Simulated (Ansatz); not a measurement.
Geometry relaxation, with input and output: Zr8O17 (charge −2) (part 4 of 4)

Continued. System: Zr8O17 (defect cell, 25 atoms in the cell, total charge −2). Method: DFT, PBE, plane waves, PAW (Ansatz 0.2.0); cutoff 420 eV, 2×2×2 k-mesh, Gaussian smearing of 0.02 eV. The structure derives from a Materials Project entry. The run did not end well. The settings of this run were made unusual or wrong on purpose.

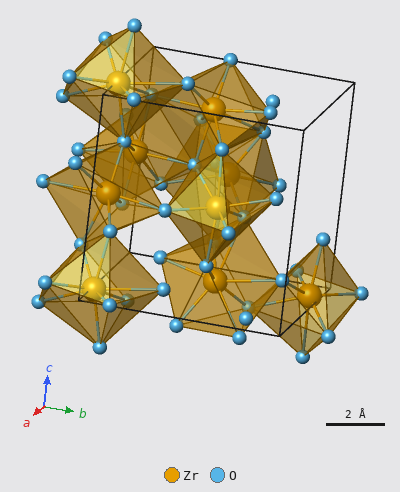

Fig. 1: The geometry at step 8 of the log (polyhedral view of the cell of the calculation, seen slightly off an axis; polyhedra are completed across the faces of the cell).

Trajectory as extended XYZ, continued
```
25
Lattice="-4.2974 0.0000 -5.2918 5.1896 5.2421 -0.0120 5.1896 -5.2421 -0.0120" Properties=species:S:1:pos:R:3:forces:R:3 step=6 energy=-43131.32445
Zr    4.0615   -0.1712   -1.1599    0.9500   0.1162  -0.3323
Zr    9.1751   -0.2568   -1.1886    0.5685   0.0089   0.0166
Zr    4.2935   -2.4232   -3.7733    0.2452  -0.1435  -0.1629
Zr    4.5405    2.8833   -3.8543    0.3128  -0.1743  -0.2097
Zr    1.8040   -2.8099   -1.5429    0.0250  -0.0613   0.0914
Zr    1.5388    2.5761   -1.5443   -0.4425   0.3106  -0.1639
Zr   -3.1509    0.0850   -4.0759   -0.4737  -0.3005   0.2637
Zr    2.1903    0.3533   -4.1694    0.0002   0.1577   0.0685
O     5.6471    1.1553   -0.6670   -0.0897   0.2825   0.1286
O     0.5188    0.8376   -0.8044    0.0419  -0.1082   0.1511
O     1.0528   -3.4015   -3.5189    0.1896  -0.0745  -0.2228
O     0.9218    1.8548   -3.4120    0.1006  -0.0589   0.0542
O    -1.4262    1.3760   -5.1841   -0.1797   0.2861   0.1612
O     3.7932    1.3322   -5.2066    0.0066   0.0490   0.0938
O     2.8022   -1.1894   -2.8150    0.2401  -0.0497   0.0107
O     3.1387    3.8790   -2.8151   -0.5529   0.2492   0.1662
O     3.3027   -4.0211   -2.5947   -0.3022  -0.1503   0.1136
O     3.3288    1.3266   -2.5578   -0.0862  -0.2388  -0.0814
O     2.3776   -1.3110   -0.1235    0.1068  -0.0456   0.0902
O     7.4617   -1.3016   -0.1011    0.1284   0.0986  -0.1160
O     4.6796   -2.1563   -1.5027   -0.3921  -0.2993   0.4347
O     5.3604    3.5743   -1.9060   -0.3251   0.1382  -0.1843
O     5.5145   -1.0119   -4.6792    0.2587  -0.0639  -0.4507
O     0.4629   -0.7434   -4.4804   -0.1103  -0.0088  -0.0932
O     6.1499   -0.5917   -2.3878   -0.2198   0.0807   0.1720
25
Lattice="-4.2974 0.0000 -5.2918 5.1896 5.2421 -0.0120 5.1896 -5.2421 -0.0120" Properties=species:S:1:pos:R:3:forces:R:3 step=7 energy=-43131.77683
Zr    4.1708   -0.1754   -1.1987    0.5503   0.0430  -0.2363
Zr    9.1946   -0.2710   -1.2021    0.1926  -0.1274  -0.0474
Zr    4.3076   -2.4454   -3.7866    0.1981   0.0538  -0.0610
Zr    4.5412    2.9086   -3.8719    0.2133  -0.0649  -0.1694
Zr    1.8362   -2.7744   -1.5434    0.0471   0.0000   0.1015
Zr    1.4915    2.5634   -1.4972   -0.2507   0.1134   0.0434
Zr   -3.1868    0.0669   -4.0736   -0.2495   0.0923   0.0412
Zr    2.2199    0.3763   -4.1536    0.0547   0.0868   0.0684
O     5.6682    1.2387   -0.6355    0.0282   0.1628  -0.0427
O     0.5409    0.7928   -0.7881    0.0443  -0.0820   0.1327
O     1.0725   -3.3804   -3.5520    0.0692  -0.1692  -0.1326
O     0.9222    1.8495   -3.3645    0.0007  -0.0863   0.0532
O    -1.4460    1.4122   -5.1737   -0.2045   0.2086   0.0873
O     3.8117    1.3315   -5.1907    0.0730   0.0624   0.0316
O     2.8611   -1.1927   -2.8314    0.1044  -0.1696   0.0218
O     3.0471    3.8676   -2.8110   -0.2711   0.1644   0.1055
O     3.2654   -4.0537   -2.5857   -0.2224  -0.0904   0.1159
O     3.3521    1.3169   -2.5605   -0.0802  -0.0924  -0.0368
O     2.3960   -1.2953   -0.1226   -0.0092  -0.0567   0.1187
O     7.4706   -1.2609   -0.1328    0.1125   0.0831  -0.1395
O     4.6365   -2.2409   -1.3959   -0.2310  -0.1596   0.3564
O     5.3608    3.6071   -1.9813   -0.2003   0.0561  -0.0698
O     5.5641   -1.0942   -4.7373    0.3145  -0.0430  -0.1690
O     0.4907   -0.7178   -4.4949   -0.1304   0.0545  -0.0768
O     5.9502   -0.5848   -2.3796   -0.1532  -0.0395  -0.0970
25
Lattice="-4.2974 0.0000 -5.2918 5.1896 5.2421 -0.0120 5.1896 -5.2421 -0.0120" Properties=species:S:1:pos:R:3:forces:R:3 step=8 energy=-43132.00627
Zr    4.2200   -0.1704   -1.2134    0.0247   0.1400   0.0218
Zr    9.2010   -0.3007   -1.2332    0.0063  -0.0870  -0.1305
Zr    4.3596   -2.4115   -3.7863    0.0031   0.0617  -0.0714
Zr    4.5649    2.9338   -3.9167    0.1754  -0.0002  -0.0937
Zr    1.8730   -2.7515   -1.5406   -0.0868   0.0209  -0.0155
Zr    1.4584    2.5396   -1.4323   -0.0377  -0.0003   0.0549
Zr   -3.1985    0.0659   -4.0933   -0.0371   0.0899   0.0520
Zr    2.2391    0.3942   -4.1347    0.0459   0.0428   0.0128
O     5.6993    1.2556   -0.6529    0.0134  -0.0327  -0.0356
O     0.5574    0.7553   -0.7793   -0.0222  -0.0222   0.0054
O     1.0740   -3.3957   -3.5742   -0.0133  -0.1079  -0.0059
O     0.9035    1.8276   -3.3049   -0.0282  -0.0390   0.0248
O    -1.4947    1.4928   -5.1553   -0.0884   0.0284   0.0061
O     3.8221    1.3374   -5.1711   -0.0143   0.0638   0.0460
O     2.8991   -1.2171   -2.8406    0.0512  -0.1508   0.0143
O     3.0029    3.8591   -2.8190   -0.0578   0.1091  -0.0362
O     3.2411   -4.0643   -2.5655   -0.0071   0.0178   0.0750
O     3.3393    1.3011   -2.5456   -0.0230  -0.0556   0.0249
O     2.3950   -1.2673   -0.1238    0.0044   0.0179   0.0274
O     7.4812   -1.1980   -0.1707    0.0119   0.0021  -0.0467
O     4.6091   -2.2657   -1.1993    0.1118  -0.0569   0.1489
O     5.3674    3.6173   -2.0454   -0.0447  -0.0257   0.0647
O     5.6373   -1.1800   -4.8213    0.1376  -0.0505   0.0030
O     0.4871   -0.6522   -4.4824   -0.0940   0.0806  -0.0311
O     5.8002   -0.6610   -2.4629   -0.0314  -0.0464  -0.1154
25
Lattice="-4.2974 0.0000 -5.2918 5.1896 5.2421 -0.0120 5.1896 -5.2421 -0.0120" Properties=species:S:1:pos:R:3:forces:R:3 step=9 energy=-43132.09464
Zr    4.2215   -0.1600   -1.1947   -0.0514   0.0039  -0.0494
Zr    9.2046   -0.3176   -1.2683    0.0123  -0.0069  -0.1090
Zr    4.3898   -2.3826   -3.8136   -0.0590   0.0447  -0.0514
Zr    4.6016    2.9582   -3.9693    0.1355  -0.0671  -0.1090
Zr    1.8743   -2.7487   -1.5420   -0.1179   0.0117  -0.0562
Zr    1.4573    2.5194   -1.4015   -0.1175   0.0756  -0.0515
Zr   -3.2025    0.0619   -4.1085   -0.0476  -0.0405   0.0654
Zr    2.2449    0.4034   -4.1147    0.0598   0.0301   0.0214
O     5.7078    1.2350   -0.6700    0.0205  -0.0199   0.0160
O     0.5571    0.7343   -0.7890   -0.0645  -0.0135   0.0058
O     1.0628   -3.4292   -3.5705    0.0363  -0.0404   0.0218
O     0.8832    1.8159   -3.2709    0.0305   0.0431  -0.0409
O    -1.5243    1.5221   -5.1635    0.0014  -0.0231   0.0529
O     3.8084    1.3541   -5.1590   -0.0717   0.0360  -0.0283
O     2.9212   -1.2524   -2.8395    0.0067  -0.0488  -0.0463
O     2.9948    3.8664   -2.8503    0.0132   0.0790  -0.0362
O     3.2553   -4.0428   -2.5518    0.0164   0.0152   0.0505
O     3.3219    1.2861   -2.5270   -0.0744  -0.0673   0.0417
O     2.3958   -1.2382   -0.1470    0.0235  -0.0151  -0.0670
O     7.4913   -1.1676   -0.1894    0.0019  -0.0485   0.0388
O     4.6487   -2.2467   -1.0042    0.1796   0.0364   0.1970
O     5.3665    3.6037   -2.0787    0.0102  -0.0336   0.1043
O     5.6871   -1.2326   -4.8843    0.0213  -0.0085   0.0681
O     0.4510   -0.5671   -4.4379    0.0184   0.0421   0.0014
O     5.7191   -0.7303   -2.5193    0.0164   0.0149  -0.0399
25
Lattice="-4.2974 0.0000 -5.2918 5.1896 5.2421 -0.0120 5.1896 -5.2421 -0.0120" Properties=species:S:1:pos:R:3:forces:R:3 step=10 energy=-43132.16486
Zr    4.2100   -0.1652   -1.1752   -0.0162  -0.0359  -0.0368
Zr    9.2145   -0.3185   -1.3054    0.0370   0.0299   0.0117
Zr    4.3841   -2.3636   -3.8656    0.0165  -0.0017  -0.0408
Zr    4.6448    2.9648   -4.0157    0.0165  -0.0377   0.0186
Zr    1.8476   -2.7648   -1.5513    0.0051  -0.0162   0.0172
Zr    1.4545    2.5298   -1.4138   -0.1423   0.0173  -0.0634
Zr   -3.1884    0.0571   -4.1346    0.0081  -0.0415  -0.0303
Zr    2.2394    0.4143   -4.0936    0.0096   0.0145  -0.0305
O     5.6982    1.2120   -0.6726   -0.0198   0.0056   0.0351
O     0.5524    0.7298   -0.8190   -0.0316   0.0015  -0.0331
O     1.0540   -3.4738   -3.5495    0.0022   0.0050  -0.0047
O     0.8810    1.8497   -3.2844    0.0331   0.0164  -0.0327
O    -1.5520    1.5068   -5.1600   -0.0038  -0.0213   0.0629
O     3.7805    1.3720   -5.1560   -0.0003   0.0064  -0.0358
O     2.9348   -1.2824   -2.8453   -0.0307   0.0287  -0.0504
O     3.0054    3.8841   -2.8950    0.0174   0.0044  -0.0120
O     3.2774   -4.0160   -2.5352    0.0232   0.0485   0.0095
O     3.2786    1.2653   -2.4963    0.0072  -0.0292   0.0430
O     2.4088   -1.2344   -0.1908   -0.0019   0.0206  -0.0425
O     7.5219   -1.1720   -0.2025    0.0026   0.0377   0.0655
O     4.7254   -2.2177   -0.8218    0.0348  -0.0271   0.0963
O     5.3549    3.5729   -2.0827    0.0115  -0.0359  -0.0077
O     5.7102   -1.2243   -4.9046   -0.0148   0.0130   0.0545
O     0.4179   -0.4998   -4.3805    0.0185   0.0225   0.0039
O     5.6831   -0.7818   -2.5134    0.0180  -0.0256   0.0026
```

Outcome

- outcome: stopped at the time limit
- wall time: 4.4 min (CPU time 33 min)
- peak memory: 1.3 GiB

Diagnosis

A setting was made wrong on purpose: mixing far too weak (`scf.mixing`). So small a step barely moves the density in each iteration. The run was cut off by its time limit, so the output is incomplete.
